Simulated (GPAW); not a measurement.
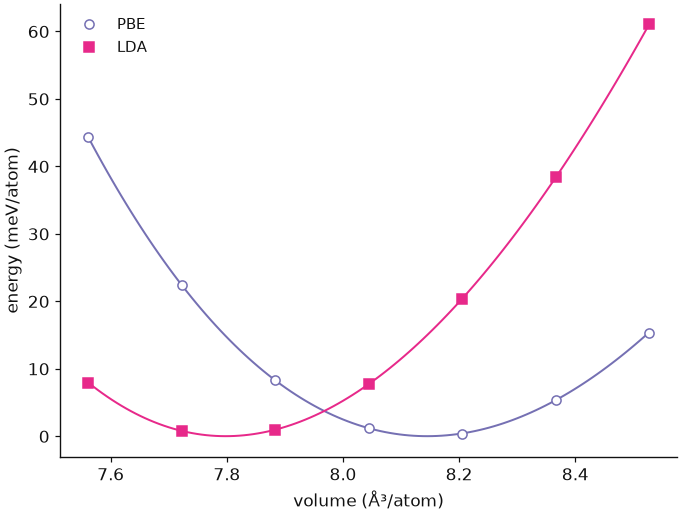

The plot gives the computed energy against volume, with one curve for each functional, for SiO₂ (space group P4_2/mnm).

Calculation (GPAW 26.7.0): PAW DFT in plane waves, on a grid or in atomic orbitals, no spin polarisation; energies at scaled volumes of the given cell, shape and fractions fixed, counted from the fit's minimum, third-order Birch-Murnaghan fit. All runs: no spin polarisation.

```
       setting                                 value
        k mesh                                 5×5×8
   occupations                           Fermi–Dirac
smearing width                               0.05 eV
    potentials  GPAW PAW data sets (gpaw data 1.2.1)
   wave cutoff                                800 eV
```

Give the values behind the plot as a table.

PBE:
```csv
volume (Å³/atom),energy (meV/atom)
7.5618,44.33
7.7227,22.41
7.8836,8.30
8.0444,1.18
8.2053,0.41
8.3662,5.31
8.5271,15.35
```

LDA:
```csv
volume (Å³/atom),energy (meV/atom)
7.5618,7.89
7.7227,0.77
7.8836,0.98
8.0444,7.74
8.2053,20.41
8.3662,38.37
8.5271,61.07
```

Limits of the calculation: shape and atomic fractions are frozen while scaling, which makes layered, chain and framework solids too stiff.
